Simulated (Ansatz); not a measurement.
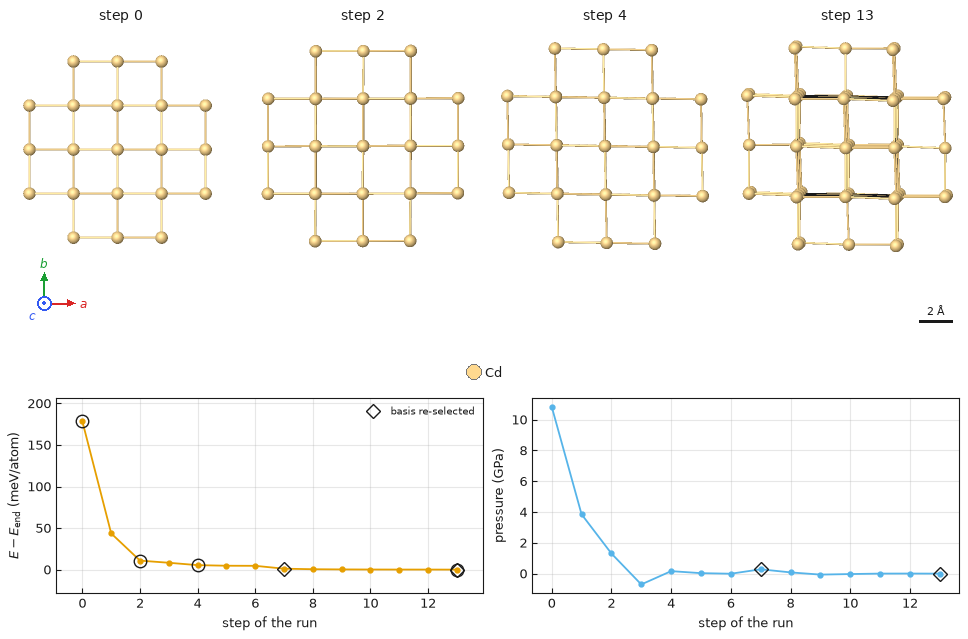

Frames of a relaxation of crystalline Cd (a generated structure, set up in I4_1/amd), marked on the history of the run. The picture is a ball-and-stick view of the conventional cell (2 times the calculation's cell), seen along the c axis. Lengths and directions refer to the drawn axes.

Phase: beta-Sn type.

All numbers below come from DFT, BLYP, plane waves (420 eV) with PAW, scalar-relativistic (Ansatz 0.2.0).

Input
```yaml
crystal:
  lattice:
    - [-2.7481595039, 2.7481595039, 1.5004950891]
    - [2.7481595039, -2.7481595039, 1.5004950891]
    - [2.7481595039, 2.7481595039, -1.5004950891]
  atoms:
    - { symbol: Cd, position: [0.0, 0.0, 0.0] }
    - { symbol: Cd, position: [0.75, 0.25, 0.5] }
hamiltonian:
  xc: blyp
  pseudopotentials:
    kind: paw
    azcp:
      Cd: "pseudopotentials/Cd.paw.azcp"
basis:
  ecutwfc: 420
  fft_grid_basis: typed
kpoints:
  mp_grid: { grid: [12, 12, 8], shift: [0, 0, 0] }
magnetization:
  spin_polarized: false
scf:
  occupations: { method: fermi_dirac, width: 0.1 }
relax:
  max_steps: 60
  f_tol: 0.01
  cell: {}
```

### Describe the path.

The energy falls by 178 meV per atom in 11 accepted moves (13 points after the start). The largest force component goes from 0.0008 to 0.0022 eV/Å. The pressure goes from 10.84 to 0.00 GPa. At 2 points the geometry stayed and the basis and grid were re-selected for the new cell (energy shift of 3.5 meV per atom at most each time). The largest moves relative to the cell, 0.028 Å, are those of Cd1 and Cd2. Cd1 goes along [1 −1 0]. The volume changes by +30.5 %, with a = b 5.496 → 6.122 Å (+11.4 %), c 3.001 → 3.170 Å (+5.6 %), α 90.0° → 93.6°, β 90.0° → 93.6°, γ 90.0° → 91.8°. Among the contacts that change: Cd1–Cd2 2.849 → 3.171 Å, Cd1–Cd1 3.001 → 3.170 Å. Among the angles between lasting bonds that change: Cd2–Cd1–Cd2 94.0° → 88.7°, Cd1–Cd1–Cd2 105.3° → 101.0°, Cd1–Cd1–Cd2 74.7° → 79.0°. The space group (tolerance 0.01 Å) goes from I4_1/amd (No. 141) to C2/c (No. 15). Cost: 88 s on 2 threads of Arm Neoverse V2 (shared host), peak memory 0.6 GiB. From step 0 to 2: volume +22.7 %, energy −167 meV per atom. From step 2 to 4: volume +4.3 %, energy −5.4 meV per atom. From step 4 to 13: Cd atoms move most (0.03 Å), volume +1.9 %, energy −5.4 meV per atom.
